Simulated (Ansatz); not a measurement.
Geometry relaxation of Ru (part 2 of 2)

The same run, continued: Ru (2 atoms in the cell); DFT PBE, scalar-relativistic, plane waves, PAW, no spin polarisation (Ansatz 0.2.0); cutoff 420 eV, 18×18×10 k-mesh, Gaussian smearing of 0.1 eV. The structure derives from a Materials Project entry. It belongs to a series of runs on one base structure; here: relaxed at 60 GPa.

Geometry of the input (Å; fractional positions):
```
2.5909  0.0000  0.0000
-1.2954  2.2438  0.0000
0.0000  0.0000  4.1063
Ru 0.3333  0.6667  0.2500
Ru 0.6667  0.3333  0.7500
```

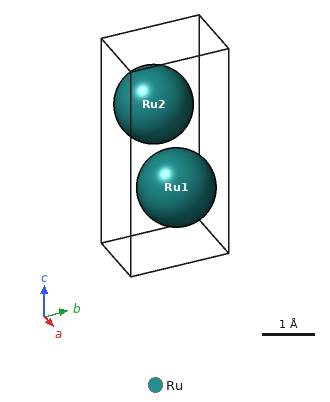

Fig. 1: The geometry at step 2 of the log (spheres-only view of the cell of the calculation, seen slightly off an axis; atoms are numbered from 1 in the order of the input).

## What the program printed, continued
```
SCF iter   1: F=—  HF=-11756.794028 eV  |F-HF|=—  |Δ(HF+E_count)|=         —  Δρ=3.10e-4  dr2=7.63e-6  ethr=3.22e-8  ⟨swp⟩=3.6  Hψ=26250  notcnv=0
preconditioner: auto → none  [metal: Δε(μ)=0.013 eV  Ē_g=6.862 eV  σ=0.100 eV  W_gap=0.07  n_scr=8 (ndim 8)  ℏωp=30.3 eV  f_vac=0.000  D(μ)=1.50/eV (n_scr^D=22)]
SCF iter   2: F=—  HF=-11756.794025 eV  |F-HF|=—  |Δ(HF+E_count)|=   2.96e-6  Δρ=1.55e-4  dr2=1.73e-6  ethr=2.38e-8  ⟨swp⟩=1.0  Hψ=4440  notcnv=0
SCF iter   3: F=—  HF=-11756.794025 eV  |F-HF|=—  |Δ(HF+E_count)|=   6.81e-8  Δρ=1.44e-5  dr2=3.81e-8  ethr=5.42e-9  ⟨swp⟩=2.0  Hψ=6955  notcnv=0
SCF iter   4: F=—  HF=-11756.794025 eV  |F-HF|=—  |Δ(HF+E_count)|=   1.31e-8  Δρ=2.74e-6  dr2=3.13e-10  ethr=1.19e-10  ⟨swp⟩=2.2  Hψ=7594  notcnv=0
iter 5 did not close the SCF: its close was put off for the readings that it lacked (scf_convergence_deferred on its scf_iter line)
SCF iter   5: F=-11756.794025 eV  HF=-11756.794025 eV  |F-HF|=1.09e-11  |Δ(HF+E_count)|=  2.87e-10  Δρ=3.71e-7  dr2=1.70e-11  ethr=1.00e-12  ⟨swp⟩=2.1  Hψ=7641  notcnv=0
SCF iter   6: F=-11756.794025 eV  HF=-11756.794025 eV  |F-HF|=3.64e-12  |Δ(HF+E_count)|=  3.64e-12  Δρ=6.71e-8  dr2=4.63e-13  ethr=1.00e-12  ⟨swp⟩=4.0  Hψ=18662  notcnv=0
SCF 3 converged in 6 iterations: F = -11756.794025 eV  dr2 = 4.63e-13
relax step   3: F+E_penalty+E_count = -11756.79402491 eV  Δ(F+E_penalty+E_count) = -3.667e-2 eV  max|allowed force component| = 7.170e-17 eV/Å  Δτ_max = 0.0000 Å  P = +60.239 GPa  Ω = 23.967 Å³  energy of the carried Pulay correction = -7.153e-5 eV  (6 SCF iters, accepted)
Crystal: 2 atoms, lattice volume = 23.977 Å³
iter 1 solved again at ethr=1.21e-9 eV; its pass at ethr=3.10e-3 eV (dr2=3.87e-7 eV) is discarded
SCF iter   1: F=—  HF=-11756.797739 eV  |F-HF|=—  |Δ(HF+E_count)|=         —  Δρ=3.69e-5  dr2=1.00e-7  ethr=1.21e-9  ⟨swp⟩=3.2  Hψ=24015  notcnv=0
preconditioner: auto → none  [metal: Δε(μ)=0.013 eV  Ē_g=6.858 eV  σ=0.100 eV  W_gap=0.07  n_scr=8 (ndim 8)  ℏωp=30.3 eV  f_vac=0.000  D(μ)=1.50/eV (n_scr^D=22)]
iter 2 did not close the SCF: its close was put off for the readings that it lacked (scf_convergence_deferred on its scf_iter line)
SCF iter   2: F=-11756.797732 eV  HF=-11756.797732 eV  |F-HF|=1.08e-8  |Δ(HF+E_count)|=   7.23e-6  Δρ=1.77e-5  dr2=2.26e-8  ethr=3.13e-10  ⟨swp⟩=1.0  Hψ=4443  notcnv=0
iter 3 did not close the SCF: its close was put off for the readings that it lacked (scf_convergence_deferred on its scf_iter line)
SCF iter   3: F=-11756.797732 eV  HF=-11756.797732 eV  |F-HF|=5.82e-11  |Δ(HF+E_count)|=   1.20e-8  Δρ=1.16e-6  dr2=1.68e-10  ethr=7.07e-11  ⟨swp⟩=2.2  Hψ=7449  notcnv=0
iter 4 did not close the SCF: its close was put off for the readings that it lacked (scf_convergence_deferred on its scf_iter line)
SCF iter   4: F=-11756.797732 eV  HF=-11756.797732 eV  |F-HF|=0.00e0  |Δ(HF+E_count)|=  7.28e-12  Δρ=3.01e-7  dr2=7.10e-12  ethr=1.00e-12  ⟨swp⟩=2.3  Hψ=6900  notcnv=0
iter 5 did not close the SCF: its close was put off for the readings that it lacked (scf_convergence_deferred on its scf_iter line)
SCF iter   5: F=-11756.797732 eV  HF=-11756.797732 eV  |F-HF|=0.00e0  |Δ(HF+E_count)|=  1.82e-12  Δρ=6.74e-8  dr2=2.54e-13  ethr=1.00e-12  ⟨swp⟩=1.0  Hψ=4440  notcnv=0
SCF iter   6: F=-11756.797732 eV  HF=-11756.797732 eV  |F-HF|=1.82e-12  |Δ(HF+E_count)|=  1.82e-12  Δρ=8.27e-9  dr2=5.44e-15  ethr=1.00e-12  ⟨swp⟩=3.0  Hψ=16860  notcnv=0
SCF 4 converged in 6 iterations: F = -11756.797732 eV  dr2 = 5.44e-15
relax step   4: F+E_penalty+E_count = -11756.79773175 eV  Δ(F+E_penalty+E_count) = -3.707e-3 eV  max|allowed force component| = 4.857e-17 eV/Å  Δτ_max = 0.0000 Å  P = +59.995 GPa  Ω = 23.977 Å³  energy of the carried Pulay correction = -7.923e-5 eV  (6 SCF iters, dr2 threshold 2.00e-7 eV, accepted)
Initial wavefunctions: pseudopotential atomic-orbital guess (no wavefunctions were taken with the density)
iter 1 solved again at ethr=9.94e-9 eV; its pass at ethr=3.10e-3 eV (dr2=3.18e-6 eV) is discarded
SCF iter   1: F=—  HF=-11756.797808 eV  |F-HF|=—  |Δ(HF+E_count)|=         —  Δρ=1.67e-5  dr2=1.19e-8  ethr=9.94e-9  ⟨swp⟩=3.2  Hψ=31548  notcnv=0
SCF iter   2: F=—  HF=-11756.797801 eV  |F-HF|=—  |Δ(HF+E_count)|=   7.26e-6  Δρ=7.70e-6  dr2=2.19e-9  ethr=3.73e-11  ⟨swp⟩=2.0  Hψ=8005  notcnv=0
SCF iter   3: F=—  HF=-11756.797801 eV  |F-HF|=—  |Δ(HF+E_count)|=  8.51e-10  Δρ=1.55e-6  dr2=1.44e-10  ethr=6.84e-12  ⟨swp⟩=2.4  Hψ=5923  notcnv=0
iter 4 did not close the SCF: its close was put off for the readings that it lacked (scf_convergence_deferred on its scf_iter line)
SCF iter   4: F=-11756.797801 eV  HF=-11756.797801 eV  |F-HF|=1.82e-12  |Δ(HF+E_count)|=  4.00e-11  Δρ=2.44e-7  dr2=3.41e-12  ethr=1.00e-12  ⟨swp⟩=2.4  Hψ=8105  notcnv=0
iter 5 did not close the SCF: its close was put off for the readings that it lacked (scf_convergence_deferred on its scf_iter line)
SCF iter   5: F=-11756.797801 eV  HF=-11756.797801 eV  |F-HF|=1.82e-12  |Δ(HF+E_count)|=  5.46e-12  Δρ=4.07e-8  dr2=7.97e-14  ethr=1.00e-12  ⟨swp⟩=1.0  Hψ=4440  notcnv=0
iter 6 did not close the SCF: its close was put off for the readings that it lacked (scf_convergence_deferred on its scf_iter line)
SCF iter   6: F=-11756.797801 eV  HF=-11756.797801 eV  |F-HF|=3.64e-12  |Δ(HF+E_count)|=  1.82e-12  Δρ=2.84e-9  dr2=4.56e-16  ethr=1.00e-12  ⟨swp⟩=1.0  Hψ=4440  notcnv=0
iter 7 did not close the SCF: its close was put off for the readings that it lacked (scf_convergence_deferred on its scf_iter line)
SCF iter   7: F=-11756.797801 eV  HF=-11756.797801 eV  |F-HF|=5.46e-12  |Δ(HF+E_count)|=  3.64e-12  Δρ=9.81e-10  dr2=5.07e-17  ethr=1.00e-12  ⟨swp⟩=1.0  Hψ=4440  notcnv=0
SCF iter   8: F=-11756.797801 eV  HF=-11756.797801 eV  |F-HF|=0.00e0  |Δ(HF+E_count)|=  3.64e-12  Δρ=2.73e-10  dr2=6.13e-18  ethr=1.00e-12  ⟨swp⟩=2.0  Hψ=12789  notcnv=0
SCF 5 converged in 8 iterations: F = -11756.797801 eV  dr2 = 6.13e-18
relax step   5: F+E_penalty+E_count = -11756.79780073 eV  Δ(F+E_penalty+E_count) = -6.897e-5 eV  max|allowed force component| = 3.701e-17 eV/Å  Δτ_max = 0.0000 Å  P = +59.990 GPa  Ω = 23.977 Å³  stress off target by 1.98e-2 GPa  SCF on the basis re-selected at this cell (its energy is not comparable with the rows above)  (8 SCF iters)
basis re-selected at this cell: Δ(F+E_penalty+E_count) = -6.897e-5 eV, ΔP = -0.004 GPa vs the last step (what re-selecting the basis moved, of the pressure what is left beyond the Pulay correction that the steps carried, after the strain that the cell walked since its last selection, with what the two solves' SCF thresholds leave and, on support functions, any second-order correction that the steps lacked; it is no measure of the basis error at this ecutwfc). This SCF's stress stands 1.98e-2 GPa from its target on what of the cell is left free (relax.cell.stress_tol is 8.00e-2 GPa) and its largest allowed force component is 3.70e-17 eV/Å (relax.f_tol is 8.00e-3 eV/Å): within both
SCF converged after 8 iterations
Free energy (F): -11756.797801 eV
Harris-Foulkes:  -11756.797801 eV  (|F-HF|=0.00e0)
Internal energy: -11756.790318 eV  (E = F + TS)
E sigma→0 (E₀):  -11756.794059 eV
Entropy (-TS):   -0.007483 eV (-3.741 meV/atom)
Fermi energy:    27.323754 eV
--- Per-component energies (eV) ---
  E_band       = 3.240377
  E_kinetic    = 1041.317876
  E_local      = -2256.286305  (includes V_loc(G=0)·N_el)
  E_nonlocal   = 687.651379
  E_hartree    = 729.915008
  E_xc         = -385.636354
  E_vxc        = -484.630648  (∫ρ·V_xc dr)
  E_paw        = -6922.466943  (= ΣΔE_a)
  E_vpaw       = -444.641595  (= ΣTr[D̂ρ^β])
  E_aug_tail   = -0.000347  (compensation charges beyond the density's cutoff)
  E_ewald      = -4651.284632
  E_smearing   = -0.007483  (= −TS)
  E_closure    = 0.000000  (closes the sum)
  Σ components = -11756.797801   (vs F -11756.797801, Δ=0.00e0)
--- Forces (eV/Å), atoms counted from 1 ---
  atom   1  Ru     0.00000000     0.00000000    -0.00000000
  atom   2  Ru     0.00000000    -0.00000000     0.00000000
  max |Σ_I F_I| component: 1.85e-17 eV/Å
--- Stress (GPa, compression-positive) ---
       59.980230      -0.000000       0.000000
       -0.000000      59.980230       0.000000
        0.000000       0.000000      60.010878
  P = ⅓ Tr σ = 59.9904 GPa (599.904 kbar)
--- Band table (eV; the first three rows and the last of 222) ---
  k-point 0: bands = ["-46.1030", "-45.7659", "-16.8518", "-15.4523", "-15.4523", "-15.2084", "-15.2084", "-15.1519", "18.6309", "20.0869", "24.1919", "24.1919", "24.3741", "25.0179", "25.0179", "25.6885", "25.6885", "28.7506", "28.7506", "28.7905"]
  k-point 1: bands = ["-46.0949", "-45.7744", "-16.8126", "-15.4464", "-15.4464", "-15.2144", "-15.2144", "-15.1962", "18.7583", "20.1362", "24.1150", "24.1150", "24.3080", "24.9381", "24.9381", "25.8719", "25.8719", "28.3922", "28.7637", "28.7637"]
  k-point 2: bands = ["-46.0715", "-45.7989", "-16.6981", "-15.4293", "-15.4293", "-15.3239", "-15.2320", "-15.2320", "19.1220", "20.2736", "23.9783", "23.9783", "24.1349", "24.7309", "24.7309", "26.3181", "26.3181", "27.4024", "28.7640", "28.7640"]
  k-point 221: bands = ["-45.7312", "-45.7312", "-16.4992", "-16.4992", "-16.1202", "-16.1202", "-15.4424", "-15.4424", "21.7543", "21.7543", "22.4511", "22.4511", "24.1925", "24.1925", "25.8658", "25.8658", "28.8215", "28.8215", "37.0278", "37.0278"]
--- Relaxed structure (4 steps of the walk, 3 accepted, 1 SCFs on fresh bases) ---
  F+E_penalty+E_count = -11756.79780073 eV   max|allowed force component| = 3.701e-17 eV/Å   (the final SCF, on the basis selected at the relaxed cell)
  cell:  # Å, volume = 23.9773 Å³
    - [2.5930011589951345, 0.0, 0.0]
    - [-1.2965005794975673, 2.245604875732279, 0.0]
    - [0.0, 0.0, 4.117782445226262]
  atoms:
    - { symbol: Ru, position: [0.33333333333333337, 0.6666666666666667, 0.25000000000000006] }
    - { symbol: Ru, position: [0.6666666666666667, 0.33333333333333337, 0.7500000000000001] }
```

## Trajectory as extended XYZ (Å, eV, eV/Å), 5 frames, from step=1 to step=5
```
2
Lattice="2.5909 0.0000 0.0000 -1.2954 2.2438 0.0000 0.0000 0.0000 4.1063" Properties=species:S:1:pos:R:3:forces:R:3 step=1 energy=-11756.75735 pressure_GPa=62.58
Ru    0.0000    1.4959    1.0266    0.0000   0.0000   0.0000
Ru    1.2954    0.7479    3.0798    0.0000   0.0000   0.0000
2
Lattice="2.5966 0.0000 0.0000 -1.2983 2.2487 0.0000 0.0000 0.0000 4.1262" Properties=species:S:1:pos:R:3:forces:R:3 step=2 energy=-11756.83970 pressure_GPa=57.26 accepted=F
Ru    0.0000    1.4991    1.0315    0.0000   0.0000   0.0000
Ru    1.2983    0.7496    3.0946    0.0000   0.0000   0.0000
2
Lattice="2.5930 0.0000 0.0000 -1.2965 2.2456 0.0000 0.0000 0.0000 4.1160" Properties=species:S:1:pos:R:3:forces:R:3 step=3 energy=-11756.79402 pressure_GPa=60.24
Ru    0.0000    1.4971    1.0290    0.0000   0.0000   0.0000
Ru    1.2965    0.7485    3.0870    0.0000   0.0000   0.0000
2
Lattice="2.5930 0.0000 0.0000 -1.2965 2.2456 0.0000 0.0000 0.0000 4.1178" Properties=species:S:1:pos:R:3:forces:R:3 step=4 energy=-11756.79773 pressure_GPa=59.99
Ru    0.0000    1.4971    1.0294    0.0000   0.0000   0.0000
Ru    1.2965    0.7485    3.0883    0.0000   0.0000   0.0000
2
Lattice="2.5930 0.0000 0.0000 -1.2965 2.2456 0.0000 0.0000 0.0000 4.1178" Properties=species:S:1:pos:R:3:forces:R:3 step=5 energy=-11756.79780 pressure_GPa=59.99
Ru    0.0000    1.4971    1.0294    0.0000   0.0000   0.0000
Ru    1.2965    0.7485    3.0883    0.0000   0.0000   0.0000
```

## Results in brief

```csv
quantity,value
outcome,converged
space group (tolerance 0.01 Å),P6₃/mmc (194)
electrons treated,32
free energy,−11756.7978 eV
Fermi energy,27.324 eV
gap on the k-point mesh,none (metallic)
pressure,59.99 GPa
final volume,23.98 Å³
largest force (length of the vector) at the end,under 0.001 eV/Å
final cell,"a = 2.593 Å, b = 2.593 Å, c = 4.118 Å, α = 90.00°, β = 90.00°, γ = 120.00°"
hardware,"1 thread of Intel Xeon (Sapphire Rapids), 64 GiB of memory available, shared host"
wall time,22 s
peak memory,0.43 GiB
```

## Remarks

The cell was relaxed to the target pressure of the input; what is minimised is then the enthalpy E + pV.
